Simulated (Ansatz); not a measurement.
Consider Te₆Mo₃H (distorted or defective cell).

```xyz
10
Lattice="3.4959 0.0000 0.0000 -1.7480 3.0276 0.0000 0.0000 0.0000 21.3114" Properties=species:S:1:pos:R:3 pbc="T T T"
Te    0.0000    0.0000   19.4941
Te    0.0000    2.0184   12.6466
Te    0.0000    2.0184    5.0288
Te    0.0000    2.0184   16.2825
Te    0.0000    2.0184    8.6648
Te    0.0000    0.0000    1.8172
Mo    0.0000    0.0000   14.4638
Mo    0.0000    0.0000    6.8476
Mo    0.0000    2.0184    0.0000
H     1.1771    0.6796    0.0497
```

Not relaxed (largest force 1.5 eV/Å); computed pressure about 2 GPa in this cell; computed without spin polarisation; PAW files of the earlier set (soft_1).

All numbers below come from DFT PBE+D3(BJ), scalar-relativistic, plane waves, PAW in Ansatz.

Q: What can the converged valence pseudo-density and electron localisation function tell about the bonding?

A: Te–Mo (2.72 Å): ρ at the midpoint is about 0.45 e/Å³; the ELF is about 0.55 at the midpoint.

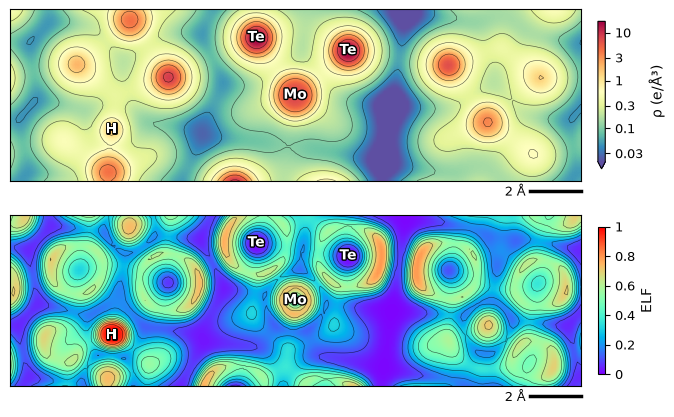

Computed valence pseudo-density and electron localisation function on the (111) plane of the calculation cell, in this order. Atoms just off the plane (Te, 0.4 Å away and Mo, 0.6 Å away) can leave unmarked features too.
